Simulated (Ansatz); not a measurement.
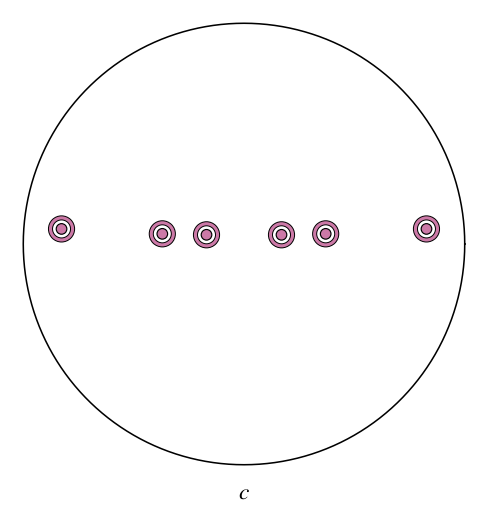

Stereographic projection: filled dots lie in the upper hemisphere, open rings in the lower. The b axis points at the viewer. The poles are all faces of one general form. Computed from the symmetry operations of a computed or model structure of composition ZnO.

Q: Which point group is this?

A: 6mm (C6v), order 12, hexagonal system: one sixfold axis, six mirror planes.

Q: Which physical properties does it allow?

A: It is not centrosymmetric; polar, so pyroelectricity and piezoelectricity are allowed; it is not chiral.
